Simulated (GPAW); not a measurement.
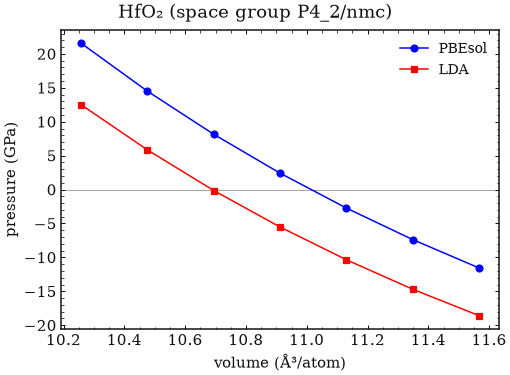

The plot gives the computed pressure against volume, with one curve for each functional, for HfO₂ (space group P4_2/nmc).

Method: PAW DFT in plane waves, on a grid or in atomic orbitals, no spin polarisation; energies at scaled volumes of the given cell, shape and fractions fixed, counted from the fit's minimum, third-order Birch-Murnaghan fit (GPAW 26.7.0). All runs: no spin polarisation.

- occupations: Fermi–Dirac
- smearing width: 0.05 eV
- wave cutoff: 800 eV

Settings that differ: PBEsol: k mesh 8×8×5, potentials PAW-data-sets-made-by gpaw-setup-for-the-functional; LDA: k mesh 5×5×4, potentials GPAW-PAW-data-sets-(gpaw-data-1.2.1).

### Order the curves by fitted equilibrium volume, smallest first.

LDA 10.695, PBEsol 11.019 Å³/atom.

### Order the curves by fitted bulk modulus, smallest first.

PBEsol 260.5, LDA 277.7 GPa.

Caveats: shape and atomic fractions are frozen while scaling, which makes layered, chain and framework solids too stiff.

The computed values:

PBEsol:
```csv
volume (Å³/atom),pressure (GPa)
10.26,21.58
10.48,14.51
10.69,8.15
10.91,2.42
11.13,-2.73
11.35,-7.38
11.57,-11.56
```

LDA:
```csv
volume (Å³/atom),pressure (GPa)
10.26,12.52
10.48,5.85
10.69,-0.14
10.91,-5.52
11.13,-10.35
11.35,-14.70
11.57,-18.59
```
